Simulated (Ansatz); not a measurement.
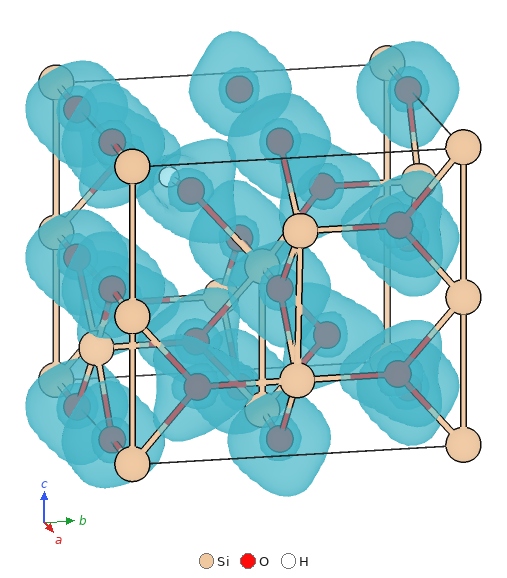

*Si8HO16 (cell charge +1, with a compensating background) (cell with a defect). Isosurface of the ELF at 0.7 (cyan), seen slightly off an axis. Core shells and regions of very low density are left out. Sticks mark near contacts.*

PAW files of the earlier set (soft_1).

The calculation used DFT PBE, scalar-relativistic, plane waves, PAW (Ansatz).

In a PAW calculation such maps are meaningful between the atoms, not at the nuclei.

### Where are the electrons localised?

At this value the surface marks out 15 regions on O in which the atom's valence shell and bonds are merged and one joined region spread over several atoms (H, O), in which their bonds and any lone pairs are merged, counted in one cell of 25 atoms. Any copies at cell faces, edges or corners count once.

Values along the shortest contacts:
O–H (1.02 Å): the ELF climbs to about 0.95 towards the hydrogen, as it does in any bond to H (an ordinary covalent bond to hydrogen). Si–O (1.71 Å): the ELF peaks at about 0.85 between the atoms.
